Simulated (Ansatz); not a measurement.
## Energy of GaN along a strain of the cell

System: GaN (I-4m2, 2 atoms in the cell).
Method: DFT r2SCAN, scalar-relativistic, plane waves, PAW, no spin polarisation (Ansatz 0.2.0).

The 5 runs differ only in the geometry, by a strain of the cell at fixed fractional positions. Against run 3, the strain is εxx = η and εyy = η. The structure derives from a Materials Project entry.

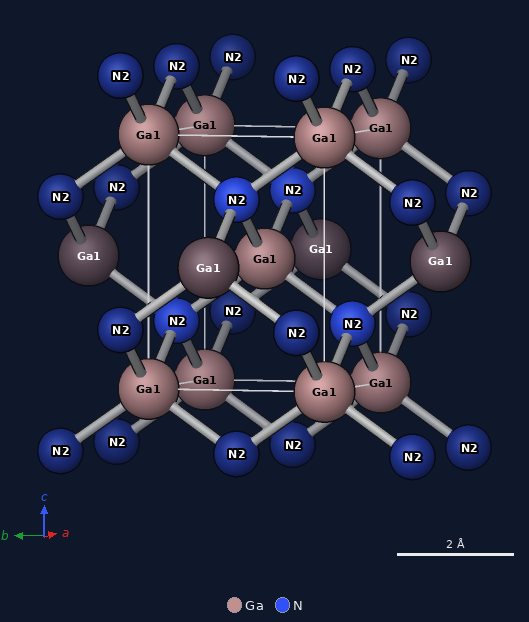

Figure 1. The structure of run 3 (ball-and-stick view of the cell 2 times as large as that of the calculation, set on its symmetry axes, seen at an oblique angle; neighbours outside the cell are drawn fainter; atoms are numbered from 1 in the order of the input).

### Input of run 3
```yaml
crystal:
  lattice:
    - [0.0, 2.2535006075, 2.1971630923]
    - [2.2535006075, 0.0, 2.1971630923]
    - [2.2535006075, 2.2535006075, 0.0]
  atoms:
    - { symbol: Ga, position: [0.0, 0.0, 0.0] }
    - { symbol: "N", position: [0.75, 0.75, 0.75] }
basis:
  ecutwfc: 500
kpoints:
  mp_grid: { grid: [10, 10, 10] }
hamiltonian:
  xc: r2scan
scf:
  occupations: { method: gaussian, width: 0.05 }
output:
  forces: true
  stress: true
  eigenvalues: true
```

Lattice vectors (Å) and fractional positions of run 3:
```
   0.000000    2.253501    2.197163
   2.253501    0.000000    2.197163
   2.253501    2.253501    0.000000
Ga  0.000000  0.000000  0.000000
N   0.750000  0.750000  0.750000
```

Run 2 differs from it as follows:
```diff
-    - [0.0, 2.2535006075, 2.1971630923]
-    - [2.2535006075, 0.0, 2.1971630923]
-    - [2.2535006075, 2.2535006075, 0.0]
+    - [0.0, 2.1971630923, 2.1971630923]
+    - [2.1971630923, 0.0, 2.1971630923]
+    - [2.1971630923, 2.1971630923, 0.0]
```

### Results, with one run withheld

```tsv
run	strain parameter η (%)	free energy per atom, from the lowest run given (meV)	pressure (GPa)	gap on the mesh (eV)
1	−5.0000	110.92	31.00	2.94
2	−2.5000	?	?	?
3	0.0000	0.00	3.89	2.22
4	2.5000	9.30	−5.72	1.82
5	5.0000	53.09	−13.28	1.43
```

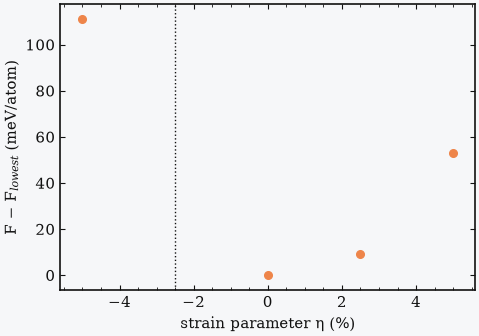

Figure 2. Free energy per atom of the runs given; the dotted line marks run 2.

What should run 2 give?

A quadratic polynomial in the coordinate, fitted to the 4 runs given, misses them by at most 1.89 meV per atom. With x = η − 0.6250, it reads F = −0.87143 − 1.6472 x + 3.2328 x² (meV per atom). At run 2 it gives 35.85 meV per atom, and the run itself gives 31.47. The fit has its minimum at η = 0.8798 %. So low a polynomial doesn't follow these energies more closely. The gap on the mesh goes, without turning, from 2.94 eV in run 1 to 1.43 eV in run 5; run 2 has 2.64 eV. These are gaps of this functional on this mesh, which can miss the band edges; they aren't the measured gap.

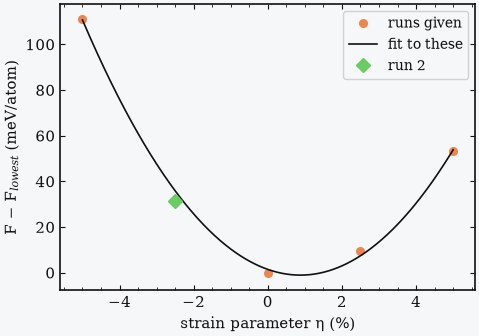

Figure 3. The fit and the withheld run.

### Output, shortened to warnings, some set-up lines, iterations and results (run 2)
```
Basis set: ecut = 500 eV, 537 PW (Γ), exchange–correlation on 96×96×96 points (64 copies of the dense FFT grid, shifted against one another)
Symmetry: 24 space group operations
k-points: 47 of 1000 (time reversal used)
Initial density: superposition of atomic densities (neutral atoms: chi_scale 0, normalization atom), corrected by the library's trained network
[...]
SCF iter   1: F=—  HF=-4176.262935 eV  |F-HF|=—  |Δ(HF+E_count)|=         —  Δρ=1.29e-2  dr2=1.42e-2  dr2_τ=1.20e-1  ethr=1.77e-3  ⟨swp⟩=4.8  Hψ=3115  notcnv=0
SCF iter   2: F=—  HF=-4176.301086 eV  |F-HF|=—  |Δ(HF+E_count)|=   3.82e-2  Δρ=4.74e-3  dr2=2.97e-3  dr2_τ=1.16e-4  ethr=7.88e-5  ⟨swp⟩=2.0  Hψ=1599  notcnv=0
SCF iter   3: F=—  HF=-4176.301119 eV  |F-HF|=—  |Δ(HF+E_count)|=   3.25e-5  Δρ=3.28e-3  dr2=7.22e-4  dr2_τ=6.02e-5  ethr=1.65e-5  ⟨swp⟩=2.0  Hψ=1157  notcnv=0
SCF iter   4: F=—  HF=-4176.301227 eV  |F-HF|=—  |Δ(HF+E_count)|=   1.08e-4  Δρ=1.01e-3  dr2=1.46e-4  dr2_τ=2.92e-5  ethr=4.01e-6  ⟨swp⟩=2.3  Hψ=854  notcnv=0
SCF iter   5: F=—  HF=-4176.301215 eV  |F-HF|=—  |Δ(HF+E_count)|=   1.23e-5  Δρ=1.18e-4  dr2=2.76e-6  dr2_τ=2.89e-7  ethr=8.14e-7  ⟨swp⟩=2.2  Hψ=883  notcnv=0
SCF iter   6: F=—  HF=-4176.301210 eV  |F-HF|=—  |Δ(HF+E_count)|=   4.37e-6  Δρ=1.14e-4  dr2=2.52e-6  dr2_τ=1.43e-7  ethr=1.53e-8  ⟨swp⟩=2.0  Hψ=1034  notcnv=0
SCF iter   7: F=—  HF=-4176.301210 eV  |F-HF|=—  |Δ(HF+E_count)|=   2.53e-7  Δρ=6.93e-5  dr2=9.36e-7  dr2_τ=9.95e-9  ethr=1.40e-8  ⟨swp⟩=1.0  Hψ=611  notcnv=0
SCF iter   8: F=-4176.301210 eV  HF=-4176.301210 eV  |F-HF|=4.44e-8  |Δ(HF+E_count)|=   1.61e-7  Δρ=1.89e-5  dr2=7.25e-8  dr2_τ=6.75e-10  ethr=5.56e-10  ⟨swp⟩=3.0  Hψ=2250  …
SCF 1 converged in 8 iterations: F = -4176.301210 eV  dr2 = 7.25e-8
SCF converged after 8 iterations
Free energy (F): -4176.301210 eV
Harris-Foulkes:  -4176.301210 eV  (|F-HF|=4.44e-8)
Internal energy: -4176.301210 eV  (E = F + TS)
E sigma→0 (E₀):  -4176.301210 eV
Fermi energy:    11.894957 eV
--- Per-component energies (eV) ---
  E_band       = 2.515475
  E_kinetic    = 250.218551
  E_local      = -1893.278979  (includes V_loc(G=0)·N_el)
  E_nonlocal   = 476.598769
  E_hartree    = 878.883006
  E_xc         = -122.962885
  E_vxc        = -145.283840  (∫ρ·V_xc dr)
  E_paw        = -2136.938604  (= ΣΔE_a)
  E_vpaw       = -451.410301  (= ΣTr[D̂ρ^β])
  E_aug_tail   = -0.000018  (compensation charges beyond the density's cutoff)
  E_vtau       = 7.908885  (kinetic-family band-sum trace: ∫τ·v_τ [+ j·A + Jᵃ·Aᵃ] dr)
  E_ewald      = -1628.138414
  E_core_change = -0.682634  (= ΣΔE_core)
  E_smearing   = -0.000000  (= −TS)
  E_closure    = 0.000000  (closes the sum)
  Σ components = -4176.301210   (vs F -4176.301210, Δ=0.00e0)
--- Forces (eV/Å), atoms counted from 1 ---
  atom   1  Ga    -0.00000000     0.00000000    -0.00000000
  atom   2  N      0.00000000    -0.00000000     0.00000000
  max |Σ_I F_I| component: 1.85e-17 eV/Å
--- Stress (GPa, compression-positive) ---
       15.958821       0.000000      -0.000000
        0.000000      15.958821       0.000000
       -0.000000       0.000000      15.958821
  P = ⅓ Tr σ = 15.9588 GPa (159.588 kbar)
```
